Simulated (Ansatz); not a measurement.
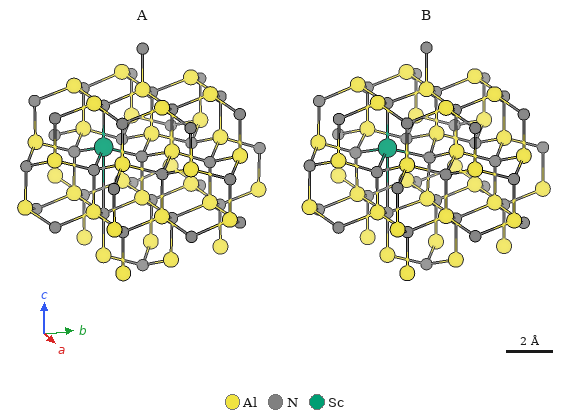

Two geometries of a defect cell of composition Al$_{47}$N$_{48}$Sc (cell charge +1), drawn at one scale. One is the start of a relaxation, the other its converged end. Style: ball-and-stick. Shown: the atoms within 5.8 Å of the atom that moves most (axes of the cell of the calculation (origin shifted)), slightly off an axis.

Level of theory: DFT, PBEsol, PAW, plane waves (Ansatz 0.2.0). Settings: plane-wave cutoff 420 eV; k-point mesh 1 × 1 × 1; mesh shifted by (0.25, 0.25, 0.25); collinear spin; atoms relaxed in a fixed cell; force threshold 0.03 eV/Å; at most 80 steps.

### Which of the two is the end point?

Structure B is the relaxed one. Over 4 geometry steps the energy falls by 2.197 eV per cell of the calculation. The largest force component goes from 4.8 to 0.012 eV/Å. The atom that moves furthest is an N atom (0.18 Å along [0 3 −1]). Largest moves by element: N 0.18 Å, Al 0.09 Å, Sc 0.05 Å. The cell stays as it was. Among the contacts that change: N–Sc 1.852 → 2.035 Å, N–Sc 1.902 → 2.072 Å, N–Sc 1.870 → 2.027 Å, N–Sc 1.914 → 2.030 Å. Bond angles that change, for instance: Al–N–Al 105.7° → 111.4°, N–Al–N 112.6° → 107.1°, Al–N–Al 107.0° → 112.4°. Cost: 4.8 min on 7 threads of Arm Neoverse-V2, peak memory 3.3 GiB.

Limits of the set-up: the cell is charged, on a uniform background, and energies carry no finite-size correction.
